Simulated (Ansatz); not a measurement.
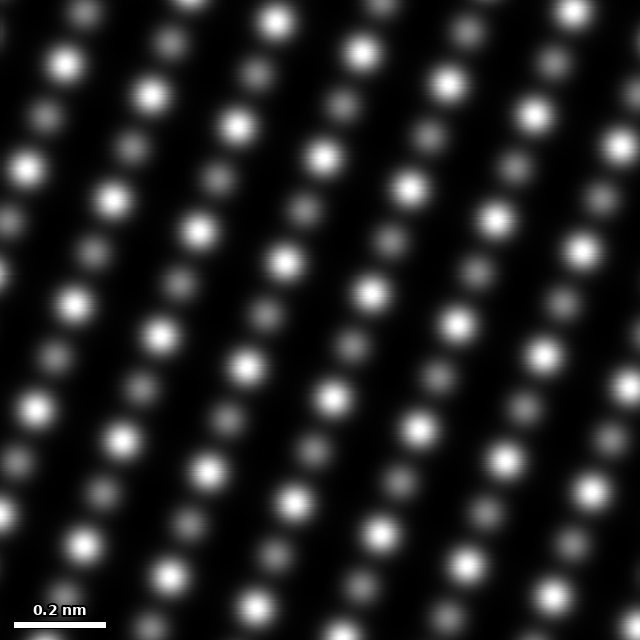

Z-contrast image of Ni (P6/mmm, No. 191). Simulation: incoherent imaging, intensity Z^1.7 per atom, probe width 0.63 Å, thin sample. The probe carries 25 % of its weight in a tail 2.5 times as wide. A slight drift was added. Structure: coordinates from a relaxation with DFT, revPBE, plane waves (420 eV) with PAW, scalar-relativistic in Ansatz 0.2.0; the starting structure was generated, so it need not be a known form of this composition.

```cif
data_structure
_symmetry_space_group_name_H-M 'P6/mmm'
_symmetry_Int_Tables_number 191
_cell_length_a 4.0187
_cell_length_b 4.0187
_cell_length_c 2.4364
_cell_angle_alpha 90.000
_cell_angle_beta 90.000
_cell_angle_gamma 120.000
_cell_volume 34.08
loop_
_atom_site_label
_atom_site_type_symbol
_atom_site_symmetry_multiplicity
_atom_site_Wyckoff_symbol
_atom_site_fract_x
_atom_site_fract_y
_atom_site_fract_z
_atom_site_occupancy
Ni1 Ni 1 a 0.00000 0.00000 0.00000 1
Ni2 Ni 2 d 0.33333 0.66667 0.50000 1
```

> Along which zone axis is the crystal seen: [201], [001], [100] or [210]? (Directions equivalent by symmetry count as one.)

[210]. The projected cells are 1.17 × 1.30 Å, 117° for [201]; 2.32 × 2.32 Å, 120° for [001]; 2.44 × 3.48 Å, 90° for [100]; 2.01 × 2.44 Å, 90° for [210], and the image repeats as the [210] one does.
